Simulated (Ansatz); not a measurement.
System: a slab cut from Si₂Mo (slab content Si₁₆Mo₇), space group I4/mmm (No. 139).

Starting cell:
```yaml
crystal:
  lattice:
    - [-1.59500, 1.59500, 3.91070]
    - [1.59500, -1.59500, 3.91070]
    - [1.59500, 1.59500, -3.91070]
  atoms:
    - { symbol: Si, position: [0.33510, 0.33510, 0.00000] }
    - { symbol: Si, position: [0.66490, 0.66490, 0.00000] }
    - { symbol: Mo, position: [0.00000, 0.00000, 0.00000] }
```

Method: spacing and rumpling of the atomic planes of a slab cut from the relaxed bulk cell along the Miller plane (conventional indices), bottom to top, after all atoms relax, plane waves with PAW datasets, Γ-centred k mesh (Ansatz 0.2.0). Level: PBEsol, no spin polarisation.

```json
{"setting": "space group in which the indices count", "value": "139"}
{"setting": "Miller index h", "value": "2"}
{"setting": "Miller index k", "value": "1"}
{"setting": "Miller index l", "value": "1"}
{"setting": "top plane", "value": "Si"}
{"setting": "bottom plane", "value": "Si"}
{"setting": "planes", "value": "23"}
{"setting": "surface cell", "value": "(1, 1)"}
{"setting": "slab thickness as cut", "value": "10.29 Å"}
{"setting": "vacuum", "value": "15 Å"}
{"setting": "surface area", "value": "28.36 Å²"}
{"setting": "surface a", "value": "4.515 Å"}
{"setting": "surface b", "value": "6.382 Å"}
{"setting": "surface angle", "value": "79.8 °"}
{"setting": "slab atoms", "value": "23"}
{"setting": "wave cutoff", "value": "420 eV"}
{"setting": "k mesh", "value": "8×6×1"}
{"setting": "occupations", "value": "Gaussian"}
{"setting": "smearing width", "value": "0.1 eV"}
{"setting": "boundary", "value": "dipole corrected"}
```

Describe the result: the spacing change of each pair of planes. The cases: 1–2; 2–3; 3–4; 4–5; 5–6; 6–7; 7–8; 8–9; 9–10; 10–11; 11–12; 12–13; 13–14; 14–15; 15–16; 16–17; 17–18; 18–19; 19–20; 20–21; 21–22; 22–23.

The least value, −0.192 Å, is that of 4–5 and 19–20, and the largest, 0.153 Å, that of 1–2 and 22–23.

```csv
pair of planes,spacing change (Å),spacing to next (Å),content of the two planes
1–2,0.153,0.616,Si and Si
2–3,0.075,0.545,Si and Mo
3–4,-0.067,0.403,Mo and Si
4–5,-0.192,0.271,Si and Si
5–6,0.149,0.619,Si and Mo
6–7,-0.022,0.448,Mo and Si
7–8,0.019,0.482,Si and Si
8–9,0.020,0.490,Si and Mo
9–10,-0.065,0.405,Mo and Si
10–11,0.028,0.491,Si and Si
11–12,0.005,0.475,Si and Mo
12–13,0.005,0.475,Mo and Si
13–14,0.028,0.491,Si and Si
14–15,-0.065,0.405,Si and Mo
15–16,0.020,0.490,Mo and Si
16–17,0.019,0.482,Si and Si
17–18,-0.022,0.448,Si and Mo
18–19,0.149,0.619,Mo and Si
19–20,-0.192,0.271,Si and Si
20–21,-0.067,0.403,Si and Mo
21–22,0.075,0.545,Mo and Si
22–23,0.153,0.616,Si and Si
```

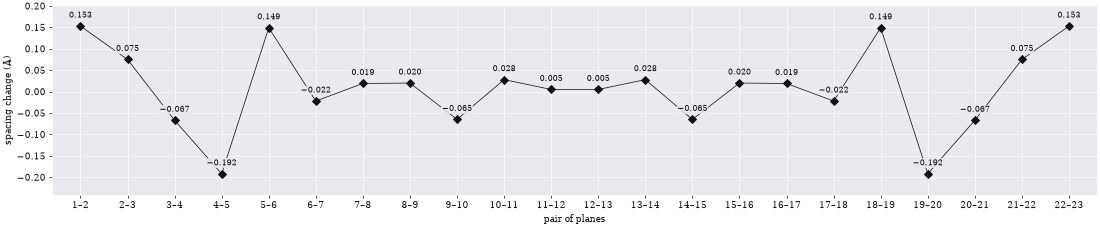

Caveats: coarse k mesh; k mesh lowers the symmetry; xc potential rough in thin density.
